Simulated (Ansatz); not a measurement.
**Run report: Si₄₈C₄₈, single-point calculation (part 1 of 2)**

System: Si₄₈C₄₈ (96 atoms in the cell).
Method: DFT, r2SCAN, PAW, plane waves (Ansatz 0.2.0).

The structure was built on a prototype by a generator.

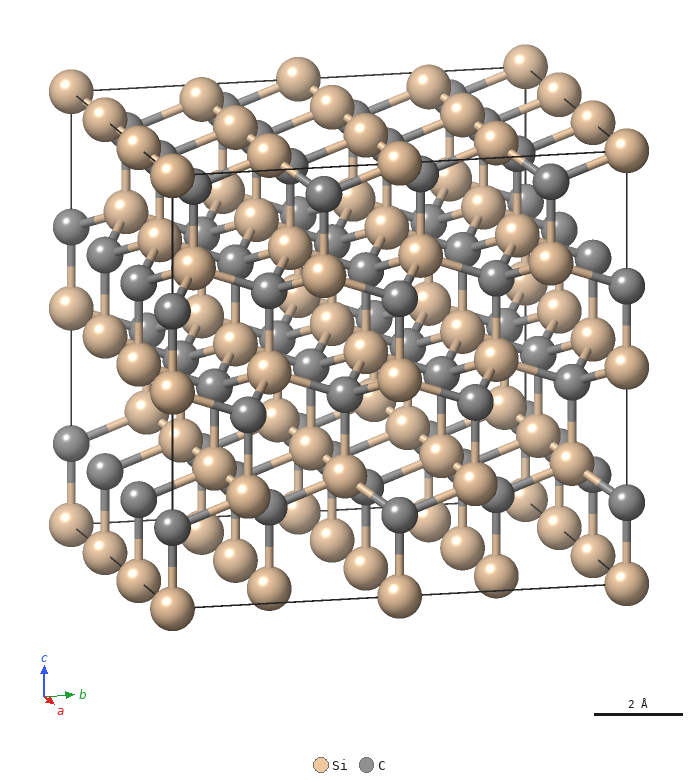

**Figure 1.** The structure as given in the input (ball-and-stick view of the cell of the calculation, seen slightly off an axis). Near neighbours in the crystal (not all of them lie inside the picture): Si has 4 C at 1.88 to 1.89 Å; C has 4 Si at 1.88 to 1.89 Å.

## The input
```yaml
crystal:
  lattice:
    - [9.234204, 0.000000, 0.000000]
    - [0.000000, 10.662740, 0.000000]
    - [0.000000, 0.000000, 10.075947]
  atoms:
    - { symbol: Si, position: [0.000000, 0.000000, 0.499840] }
    - { symbol: Si, position: [0.333333, 0.000000, 0.499840] }
    - { symbol: Si, position: [0.166667, 0.250000, 0.499840] }
    - { symbol: Si, position: [0.000000, 0.500000, 0.499840] }
    - { symbol: Si, position: [0.666667, 0.000000, 0.499840] }
    - { symbol: Si, position: [0.500000, 0.250000, 0.499840] }
    - { symbol: Si, position: [0.333333, 0.500000, 0.499840] }
    - { symbol: Si, position: [0.166667, 0.750000, 0.499840] }
    - { symbol: Si, position: [0.833333, 0.250000, 0.499840] }
    - { symbol: Si, position: [0.666667, 0.500000, 0.499840] }
    - { symbol: Si, position: [0.500000, 0.750000, 0.499840] }
    - { symbol: Si, position: [0.833333, 0.750000, 0.499840] }
    - { symbol: Si, position: [0.000000, 0.166667, 0.249912] }
    - { symbol: Si, position: [0.333333, 0.166667, 0.249912] }
    - { symbol: Si, position: [0.166667, 0.416667, 0.249912] }
    - { symbol: Si, position: [0.000000, 0.666667, 0.249912] }
    - { symbol: Si, position: [0.666667, 0.166667, 0.249912] }
    - { symbol: Si, position: [0.500000, 0.416667, 0.249912] }
    - { symbol: Si, position: [0.333333, 0.666667, 0.249912] }
    - { symbol: Si, position: [0.166667, 0.916667, 0.249912] }
    - { symbol: Si, position: [0.833333, 0.416667, 0.249912] }
    - { symbol: Si, position: [0.666667, 0.666667, 0.249912] }
    - { symbol: Si, position: [0.500000, 0.916667, 0.249912] }
    - { symbol: Si, position: [0.833333, 0.916667, 0.249912] }
    - { symbol: Si, position: [0.166667, 0.083333, 0.749912] }
    - { symbol: Si, position: [0.000000, 0.333333, 0.749912] }
    - { symbol: Si, position: [0.500000, 0.083333, 0.749912] }
    - { symbol: Si, position: [0.333333, 0.333333, 0.749912] }
    - { symbol: Si, position: [0.166667, 0.583333, 0.749912] }
    - { symbol: Si, position: [0.000000, 0.833333, 0.749912] }
    - { symbol: Si, position: [0.833333, 0.083333, 0.749912] }
    - { symbol: Si, position: [0.666667, 0.333333, 0.749912] }
    - { symbol: Si, position: [0.500000, 0.583333, 0.749912] }
    - { symbol: Si, position: [0.333333, 0.833333, 0.749912] }
    - { symbol: Si, position: [0.833333, 0.583333, 0.749912] }
    - { symbol: Si, position: [0.666667, 0.833333, 0.749912] }
    - { symbol: Si, position: [0.000000, 0.000000, 0.999840] }
    - { symbol: Si, position: [0.333333, 0.000000, 0.999840] }
    - { symbol: Si, position: [0.166667, 0.250000, 0.999840] }
    - { symbol: Si, position: [0.000000, 0.500000, 0.999840] }
    - { symbol: Si, position: [0.666667, 0.000000, 0.999840] }
    - { symbol: Si, position: [0.500000, 0.250000, 0.999840] }
    - { symbol: Si, position: [0.333333, 0.500000, 0.999840] }
    - { symbol: Si, position: [0.166667, 0.750000, 0.999840] }
    - { symbol: Si, position: [0.833333, 0.250000, 0.999840] }
    - { symbol: Si, position: [0.666667, 0.500000, 0.999840] }
    - { symbol: Si, position: [0.500000, 0.750000, 0.999840] }
    - { symbol: Si, position: [0.833333, 0.750000, 0.999840] }
    - { symbol: C, position: [0.000000, 0.000000, 0.187303] }
    - { symbol: C, position: [0.333333, 0.000000, 0.187303] }
    - { symbol: C, position: [0.166667, 0.250000, 0.187303] }
    - { symbol: C, position: [0.000000, 0.500000, 0.187303] }
    - { symbol: C, position: [0.666667, 0.000000, 0.187303] }
    - { symbol: C, position: [0.500000, 0.250000, 0.187303] }
    - { symbol: C, position: [0.333333, 0.500000, 0.187303] }
    - { symbol: C, position: [0.166667, 0.750000, 0.187303] }
    - { symbol: C, position: [0.833333, 0.250000, 0.187303] }
    - { symbol: C, position: [0.666667, 0.500000, 0.187303] }
    - { symbol: C, position: [0.500000, 0.750000, 0.187303] }
    - { symbol: C, position: [0.833333, 0.750000, 0.187303] }
    - { symbol: C, position: [0.000000, 0.000000, 0.687303] }
    - { symbol: C, position: [0.333333, 0.000000, 0.687303] }
    - { symbol: C, position: [0.166667, 0.250000, 0.687303] }
    - { symbol: C, position: [0.000000, 0.500000, 0.687303] }
    - { symbol: C, position: [0.666667, 0.000000, 0.687303] }
    - { symbol: C, position: [0.500000, 0.250000, 0.687303] }
    - { symbol: C, position: [0.333333, 0.500000, 0.687303] }
    - { symbol: C, position: [0.166667, 0.750000, 0.687303] }
    - { symbol: C, position: [0.833333, 0.250000, 0.687303] }
    - { symbol: C, position: [0.666667, 0.500000, 0.687303] }
    - { symbol: C, position: [0.500000, 0.750000, 0.687303] }
    - { symbol: C, position: [0.833333, 0.750000, 0.687303] }
    - { symbol: C, position: [0.000000, 0.166667, 0.437945] }
    - { symbol: C, position: [0.333333, 0.166667, 0.437945] }
    - { symbol: C, position: [0.166667, 0.416667, 0.437945] }
    - { symbol: C, position: [0.000000, 0.666667, 0.437945] }
    - { symbol: C, position: [0.666667, 0.166667, 0.437945] }
    - { symbol: C, position: [0.500000, 0.416667, 0.437945] }
    - { symbol: C, position: [0.333333, 0.666667, 0.437945] }
    - { symbol: C, position: [0.166667, 0.916667, 0.437945] }
    - { symbol: C, position: [0.833333, 0.416667, 0.437945] }
    - { symbol: C, position: [0.666667, 0.666667, 0.437945] }
    - { symbol: C, position: [0.500000, 0.916667, 0.437945] }
    - { symbol: C, position: [0.833333, 0.916667, 0.437945] }
    - { symbol: C, position: [0.166667, 0.083333, 0.937945] }
    - { symbol: C, position: [0.000000, 0.333333, 0.937945] }
    - { symbol: C, position: [0.500000, 0.083333, 0.937945] }
    - { symbol: C, position: [0.333333, 0.333333, 0.937945] }
    - { symbol: C, position: [0.166667, 0.583333, 0.937945] }
    - { symbol: C, position: [0.000000, 0.833333, 0.937945] }
    - { symbol: C, position: [0.833333, 0.083333, 0.937945] }
    - { symbol: C, position: [0.666667, 0.333333, 0.937945] }
    - { symbol: C, position: [0.500000, 0.583333, 0.937945] }
    - { symbol: C, position: [0.333333, 0.833333, 0.937945] }
    - { symbol: C, position: [0.833333, 0.583333, 0.937945] }
    - { symbol: C, position: [0.666667, 0.833333, 0.937945] }
kpoints:
  mp_grid: { grid: [1, 1, 1] }
hamiltonian:
  xc: r2scan
scf:
  occupations: { method: fermi_dirac, width: 0.01 }
output:
  forces: true
  eigenvalues: true
  populations: true
  eigenstates: { kpoints: [[0, 0, 0]], e_range: [-6.0, 6.0], localisation: true }
```

Run on 7 CPU threads, shared host.

## Log
```
Pseudopotentials: kind: paw
Functional definition: r2SCAN
  parameter k0 = 0.174
  parameter k1 = 0.065
  parameter a1 = 4.9479
  exchange = r2scan_x(k0 = k0, k1 = k1, a1 = a1)
  correlation = r2scan_c
Crystal: 96 atoms, lattice volume = 992.097 Å³
Basis set: ecut = 500 eV, 25207 PW (Γ), exchange–correlation on 288×320×300 points (64 copies of the dense FFT grid, shifted against one another)
Bands: 288, of which v1, the nominal top of the filled ones, is band 192 counted from 1 (191 counted from 0)
Symmetry: 48 space group operations
Space group: P63mc (ITA 186), of the structure as read, at distance tolerance 1.0e-4 Å
k-points: 1
Non-local potential: Si, projectors of the file, l = 0: 2, l = 1: 2, l = 2: 2
Non-local potential: C, projectors of the file, l = 0: 2, l = 1: 2, l = 2: 1
PAW form: soft (Blöchl's): semilocal exchange-correlation on the pseudo side does not see the compensation charge
PAW frozen core: Si, regenerated for the run's functional (the file was generated under x = pbe(κ = 0.804, μ = 0.2195149727645171), c = pbe(β = 0.06672455060314922))
PAW frozen core: C, regenerated for the run's functional (the file was generated under x = pbe(κ = 0.804, μ = 0.2195149727645171), c = pbe(β = 0.06672455060314922))
PAW one-centre angular grid: Si, 302 points (default); XC on 160 Gauss nodes
PAW one-centre angular grid: C, 302 points (default); XC on 239 of its mesh's 2573 points in the sphere
Initial density: superposition of atomic densities (neutral atoms: chi_scale 0, normalization atom), corrected by the library's trained network
Initial wavefunctions: pseudopotential atomic-orbital guess
Functional: x = r2scan, c = r2scan; τ floored in thin density (d = 2e-4 eV/Å³)
SCF iter   1: F=—  HF=-42777.796934 eV  |F-HF|=—  |Δ(HF+E_count)|=         —  Δρ=7.01e-3  dr2=3.89e-1  dr2_τ=9.73e0  ethr=1.77e-3  ⟨swp⟩=6.0  Hψ=1328  notcnv=0  defer=25
preconditioner: auto → Resta (q_TF=auto, 2.329 Å⁻¹)  ε∞=4.3  [insulator: Δε(μ)=2.542 eV  Ē_g=12.678 eV  σ=0.010 eV  W_gap=1.00  n_scr=218 (ndim 8)  ℏωp=23.1 eV  f_vac=0.000  D(μ)=0.00/eV (n_scr^D=0)  ε∞_Penn≈4.3]
SCF iter   2: F=—  HF=-42780.049794 eV  |F-HF|=—  |Δ(HF+E_count)|=    2.25e0  Δρ=5.13e-3  dr2=1.79e-1  dr2_τ=2.68e-3  ethr=1.01e-4  ⟨swp⟩=3.0  Hψ=536  notcnv=0  defer=90
SCF iter   3: F=—  HF=-42780.041089 eV  |F-HF|=—  |Δ(HF+E_count)|=   8.71e-3  Δρ=1.24e-3  dr2=1.41e-2  dr2_τ=1.06e-3  ethr=4.65e-5  ⟨swp⟩=2.0  Hψ=396  notcnv=0  defer=90
SCF iter   4: F=—  HF=-42780.042456 eV  |F-HF|=—  |Δ(HF+E_count)|=   1.37e-3  Δρ=2.10e-4  dr2=2.58e-4  dr2_τ=6.00e-5  ethr=3.68e-6  ⟨swp⟩=2.0  Hψ=392  notcnv=0  defer=90
SCF iter   5: F=—  HF=-42780.042627 eV  |F-HF|=—  |Δ(HF+E_count)|=   1.71e-4  Δρ=6.71e-5  dr2=3.55e-5  dr2_τ=3.06e-6  ethr=6.73e-8  ⟨swp⟩=2.0  Hψ=390  notcnv=0  defer=90
SCF iter   6: F=—  HF=-42780.042599 eV  |F-HF|=—  |Δ(HF+E_count)|=   2.87e-5  Δρ=2.43e-5  dr2=4.42e-6  dr2_τ=1.20e-7  ethr=9.25e-9  ⟨swp⟩=2.0  Hψ=361  notcnv=0  defer=90
SCF iter   7: F=-42780.042600 eV  HF=-42780.042600 eV  |F-HF|=9.39e-10  |Δ(HF+E_count)|=   1.12e-6  Δρ=1.89e-6  dr2=3.17e-8  dr2_τ=1.97e-9  ethr=2.60e-11  ⟨swp⟩=12.0  Hψ=1824  notcnv=0
SCF 1 converged in 7 iterations: F = -42780.042600 eV  dr2 = 3.17e-8
  greatest PAW one-centre occupation: 0.656 electrons in one spin orbital (limit 2), on the C atom at site 95 (counted from 0), in its partial waves of l = 0
```

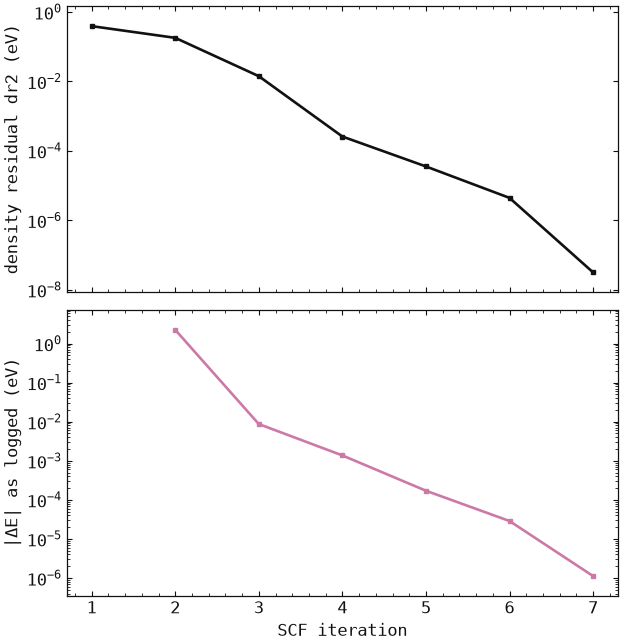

**Figure 2.** Convergence of the self-consistent field: density residual dr2 and size of the energy change against the SCF iteration. The residual falls at every step.

```
NSCF: frozen V_eff on 1 k-points
SCF converged after 7 iterations
Free energy (F): -42780.042600 eV
Harris-Foulkes:  -42780.042600 eV  (|F-HF|=9.39e-10)
Internal energy: -42780.042600 eV  (E = F + TS)
E sigma→0 (E₀):  -42780.042600 eV
Fermi energy:    10.765483 eV
--- Per-component energies (eV) ---
  E_band       = 1237.347170
  E_kinetic    = 6544.696818
  E_local      = -5001.994040  (includes V_loc(G=0)·N_el)
  E_nonlocal   = 2412.667661
  E_hartree    = 1575.530180
  E_xc         = -4865.664293
  E_vxc        = -5695.105895  (∫ρ·V_xc dr)
  E_paw        = -29775.608009  (= ΣΔE_a)
  E_vpaw       = -441.108613  (= ΣTr[D̂ρ^β])
  E_aug_tail   = 0.000393  (compensation charges beyond the density's cutoff)
  E_vtau       = 267.134842  (kinetic-family band-sum trace: ∫τ·v_τ [+ j·A + Jᵃ·Aᵃ] dr)
  E_ewald      = -13664.813388
  E_core_change = -4.857922  (= ΣΔE_core)
  E_smearing   = -0.000000  (= −TS)
  E_closure    = -0.000000  (closes the sum)
  Σ components = -42780.042600   (vs F -42780.042600, Δ=0.00e0)
```
